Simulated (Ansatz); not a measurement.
Al5Ga3N8

Input

```
crystal:
  lattice:
    - [-0.0014430012, -0.0008331171, -5.0689060247]
    - [3.1368704847, 5.434398666, 0.0018002063]
    - [3.1378920567, -5.4349884708, 0.0]
  atoms:
    - { symbol: Ga, position: [-0.0011665615, 0.1652001798, 0.3313124082] }
    - { symbol: Ga, position: [-0.0011665615, 0.1652001798, 0.8338877716] }
    - { symbol: Al, position: [-3.45465e-05, 0.6672093499, 0.333604675] }
    - { symbol: Al, position: [-0.0003493759, 0.6689294519, 0.834464726] }
    - { symbol: Ga, position: [0.4990435769, 0.3350319095, 0.6675159547] }
    - { symbol: Al, position: [0.5000651375, 0.3355262969, 0.1677631485] }
    - { symbol: Al, position: [0.5002337959, 0.8314910624, 0.6653480318] }
    - { symbol: Al, position: [0.5002337959, 0.8314910624, 0.1661430306] }
    - { symbol: "N", position: [0.6134880633, 0.1629775432, 0.3263747209] }
    - { symbol: "N", position: [0.6134880633, 0.1629775432, 0.8366028223] }
    - { symbol: "N", position: [0.6226921529, 0.6671763207, 0.3335881604] }
    - { symbol: "N", position: [0.6246105434, 0.6744702905, 0.8372351453] }
    - { symbol: "N", position: [0.1147659583, 0.3398643471, 0.6699321736] }
    - { symbol: "N", position: [0.1259436724, 0.3406399046, 0.1703199523] }
    - { symbol: "N", position: [0.1240761429, 0.8259072791, 0.6626518608] }
    - { symbol: "N", position: [0.1240761429, 0.8259072791, 0.1632554183] }
basis:
  ecutwfc: 420
kpoints:
  mp_grid: { grid: [6, 4, 4] }
  band_path: { path: [[0.0, 0.0, 0.0], [0.05, 0.0, 0.0]], npoints: 1 }
hamiltonian:
  xc: pbesol
scf:
  occupations: { method: gaussian, width: 0.02 }
  n_extra_bands: 11
output:
  forces: true
  stress: true
  eigenvalues: true
  write_density: true
  write_potential: true
  elf: true
  volumetric_format: npy
```

Command:

```sh
ansatz run input.yaml --threads 4 --pin off --max-ram 10240MiB --backend cpu --events-out ev --progress --plain --runs-dir out
```

Below, planes, directions and counts refer to the conventional cell (a = 10.87 Å, b = 6.28 Å, c = 5.07 Å, α = 90.00°, β = 90.04°, γ = 90.00°).

Space group Cm; a generated structure, not necessarily the stable one.

Theory: Ansatz, DFT PBEsol, scalar-relativistic, plane waves, PAW.

The density is the valence pseudo-density of a PAW calculation; it isn't the true density close to the nuclei.

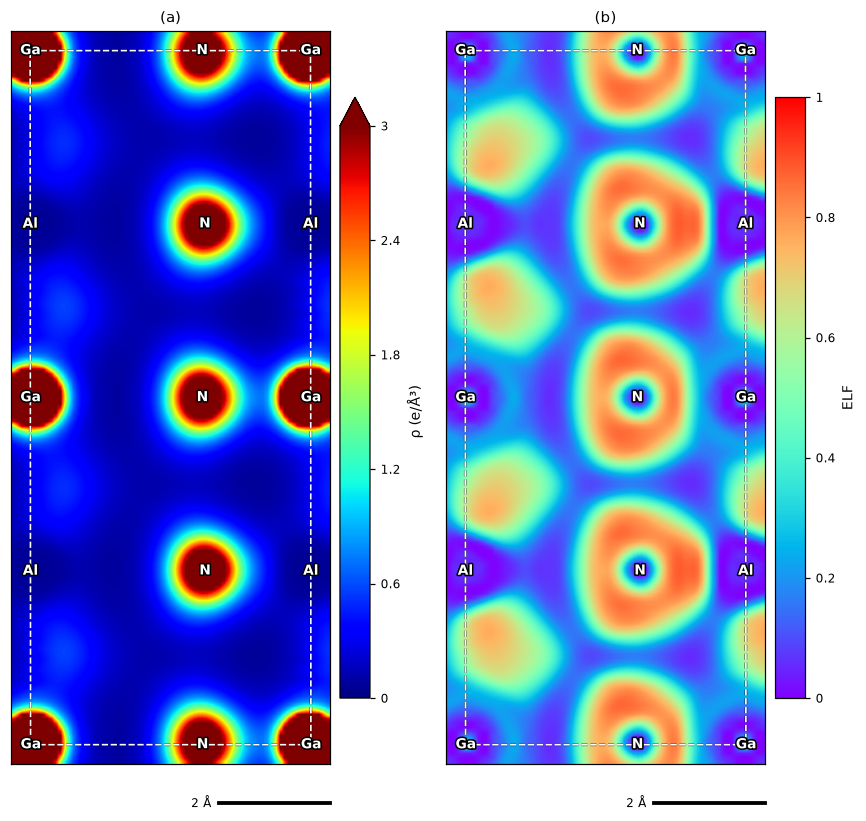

Figure 1. (a) valence charge density (pseudo); (b) ELF on the (110) plane of the conventional cell.

Question: What does the map show?

Answer: Atoms in the plane: Ga, Al and N.
Atoms just off the plane (Al, 0.9 Å away and N, 0.9 Å away) can leave unmarked features too.
Ga–N (1.95 Å): ρ is about 0.76 e/Å³ halfway; the ELF peaks at about 0.85 in the valence shell of N, 0.7 Å from its nucleus, and is about 0.45 at the midpoint.
Between the atoms the lowest density in this plane is 0.07 e/Å³.

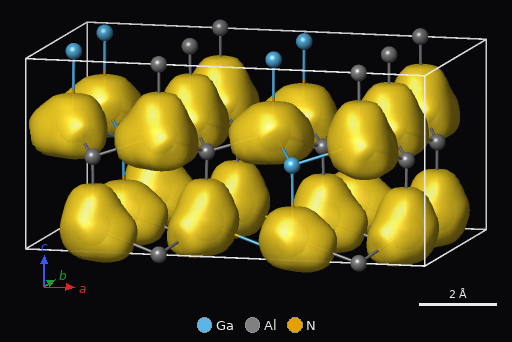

Figure 2. Isosurface of the electron localisation function at 0.7 (yellow), seen slightly off an axis. Core shells and regions of very low density are left out. Sticks mark near contacts.

Question: Identify the bonds, lone pairs and shells in this picture.

Answer: At this value the surface marks out 16 regions on N in which the atom's valence shell and bonds are merged, counted in one cell of 32 atoms. Regions shared between cells count once. Profiles from the grid: Al–N (1.88 Å): the ELF peaks at about 0.90 between the atoms: a shared but strongly polarised pair. Ga–N (1.93 Å): the ELF peaks at about 0.85 in the valence shell of N, 0.7 Å from its nucleus, and is about 0.50 at the midpoint.

Question: Does the calculation make it a metal, or give it a gap?

Answer: It is gapped, with a Kohn–Sham gap of 3.2 eV on the k-point mesh (the band edges may lie off the mesh, which would make the gap smaller).
